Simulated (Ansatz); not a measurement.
**La$_{2}$O$_{3}$: density, localisation and related maps**

```
La O
1.0
     6.37027    0.00000    0.00000
    -3.18514    5.51682    0.00000
     0.00000    0.00000    3.28989
La O
2 3
Direct
  0.66667 0.33333 0.49810
  0.33333 0.66667 0.50190
  0.50461 0.00000 0.00000
  0.00000 0.50461 0.00000
  0.49539 0.49539 0.00000
```

Space group P321; a structure from a database of computed crystals, not necessarily the ambient phase; computed pressure about −3 GPa in this cell.

Computed with Ansatz 0.2.0, Kohn-Sham DFT of a periodic cell, PBEsol, Ansatz PAW.

Core electrons are frozen (PAW), and the valence fields are smoothed inside the atomic spheres.

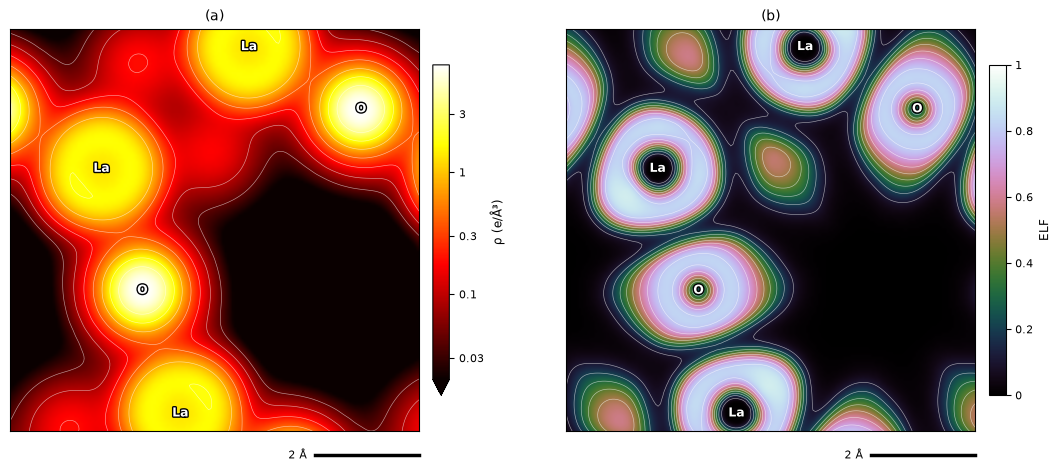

Figure 1. (a) valence pseudo-density; (b) electron localisation function on the (111) plane of the conventional cell.

Q: Interpret the plot.

A: Atoms in the plane: La and O. La–O (2.47 Å): the density is about 0.42 e/Å³ at the midpoint; the ELF is about 0.25 at the midpoint (a closed-shell, largely ionic contact). The density dies away to nearly zero in the voids. The features right at La lie inside the PAW spheres, where the map follows smoothed inner orbitals and isn't to be read closely.

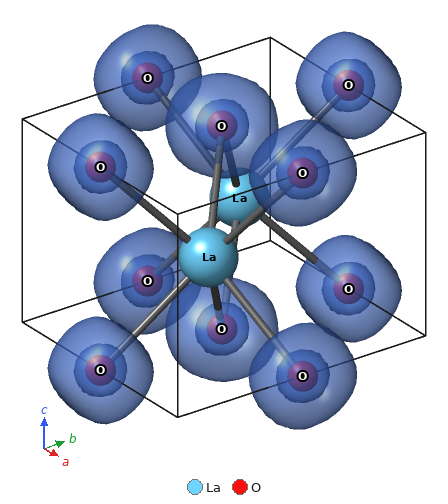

Figure 2. Isosurface of the ELF at 0.75 (blue), seen slightly off an axis. Only the valence region is drawn (cores and ρ < 0.01 e/Å³ removed). Sticks mark near contacts.

Q: Where are the electrons localised?

A: The surface consists of three regions wrapped around O (the valence shell of each), counted in one cell of 5 atoms. Any copies at cell faces, edges or corners count once.


La–O (2.46 Å): the ELF is about 0.25 at the midpoint (a closed-shell, largely ionic contact).

Q: Does the calculation make it a metal, or give it a gap?

A: It is gapped, with a Kohn–Sham gap of 1.6 eV on the k-point mesh (the band edges may lie off the mesh, which would make the gap smaller).
